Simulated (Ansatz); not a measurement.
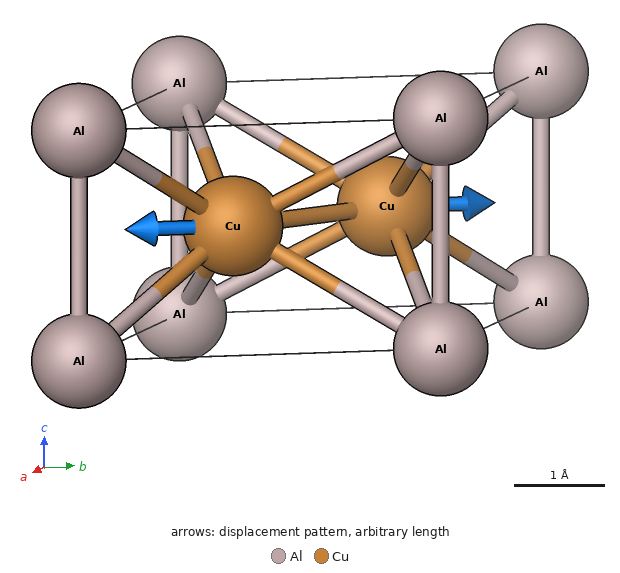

One vibrational mode of solid AlCu2 (a generated structure) at the zone centre. Displacements are drawn as blue arrows; their common scale and sign are arbitrary. Style: ball-and-stick. Shown: the cell of the calculation, slightly off an axis.

These are results of DFT PBE, scalar-relativistic, plane waves, PAW (Ansatz 0.2.0), not measurements. Settings: plane-wave cutoff 420 eV; k-point mesh 12 × 12 × 20; occupations fermi dirac; smearing width 0.15 eV; no spin polarisation.

The frequencies depend somewhat on the k-mesh and the smearing.

**What mode is this, and where does it lie in the spectrum?**

This is the E₂g mode (doubly degenerate; one member of the set is drawn) at 233 cm⁻¹, the highest optical level (1 lower level is imaginary, so the structure is unstable), Raman-active by symmetry. The Al atoms stay at rest; all motion is along b; atoms of one kind move against one another, with no net shift of their sublattice.
